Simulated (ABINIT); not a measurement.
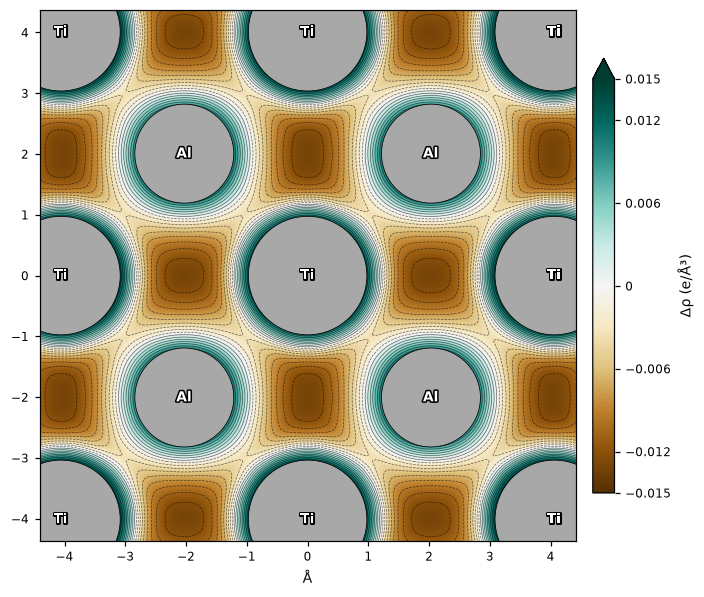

TiAl. Difference of the valence pseudo-densities of two functionals at the same geometry, on the (110) plane of the calculation cell: one of BLYP and r2SCAN less the other.

Space group P4/mmm.

Both computed with ABINIT (plane waves, PAW), on the same k-point mesh. Grey discs cover the atomic cores.

Question: Which was subtracted from which, and what does the map show?

Answer: It is BLYP less r2SCAN. Against r2SCAN, BLYP gives more density around Al (+0.005 e/Å³ on average at 1.0 Å from the nucleus) and less density in the space between the atoms (−0.010 e/Å³ on average).
